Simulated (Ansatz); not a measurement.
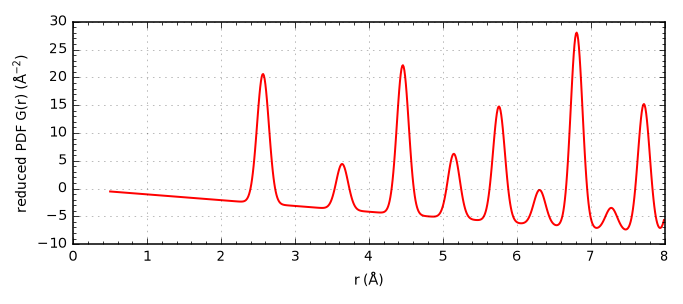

Computed neutron G(r), with each pair weighted by the product of the tabulated coherent neutron scattering lengths (natural isotope mix where the element has one) and a uniform peak width σ = 0.08 Å.

Candidate structures:

A. 
Space group Pm-3m (No. 221). a = 2.366 Å, b = 2.366 Å, c = 2.366 Å, α = 90.00°, β = 90.00°, γ = 90.00°
```tsv
atom	site	symmetry	x	y	z
Cr	1a	m-3m	0.0000	0.0000	0.0000
```

B. 
```cif
data_structure
_symmetry_space_group_name_H-M 'Fd-3m:1'
_symmetry_Int_Tables_number 227
_cell_length_a 5.0952
_cell_length_b 5.0952
_cell_length_c 5.0952
_cell_angle_alpha 90.000
_cell_angle_beta 90.000
_cell_angle_gamma 90.000
_cell_volume 132.28
loop_
_atom_site_label
_atom_site_type_symbol
_atom_site_symmetry_multiplicity
_atom_site_Wyckoff_symbol
_atom_site_fract_x
_atom_site_fract_y
_atom_site_fract_z
_atom_site_occupancy
Cr1 Cr 8 b 0.25000 0.25000 0.75000 1
```

C. 
```
Cr
1.0
     4.20584    0.00000    0.00000
    -2.10292    3.64236    0.00000
     0.00000    0.00000    2.26608
Cr
3
Direct
  0.00000 0.00000 0.00000
  0.33333 0.66667 0.50000
  0.66667 0.33333 0.50000
```

D. 
```xyz
4
Lattice="3.6411 0.0000 0.0000 0.0000 3.6411 0.0000 0.0000 0.0000 3.6411" Properties=species:S:1:pos:R:3 pbc="T T T"
Cr    0.0000    0.0000    0.0000
Cr    0.0000    1.8205    1.8205
Cr    1.8205    0.0000    1.8205
Cr    1.8205    1.8205    0.0000
```

Origins: A, the geometry relaxed with Ansatz 0.2.0, DFT, BLYP, plane waves (420 eV) with PAW, scalar-relativistic; the starting structure was generated, so it need not be a known form of this composition; B, the input geometry of an electronic-structure calculation (not necessarily at equilibrium); the starting structure was generated, so it need not be a known form of this composition; C, the input geometry of an electronic-structure calculation (not necessarily at equilibrium); the starting structure was generated, so it need not be a known form of this composition; D, the input geometry of an electronic-structure calculation (not necessarily at equilibrium); the starting structure was generated, so it need not be a known form of this composition.

### From which structure was the curve computed?

Candidate D, Cr, Fm-3m (first clear peaks at 2.57 Å (Cr–Cr) and 3.64 Å (Cr–Cr)). The others: A would give first clear peaks at 2.37 Å (Cr–Cr) and 3.35 Å (Cr–Cr); C would give first clear peaks at 2.31 Å (Cr–Cr) and 2.68 Å (Cr–Cr); B would give first clear peaks at 2.21 Å (Cr–Cr) and 3.60 Å (Cr–Cr).
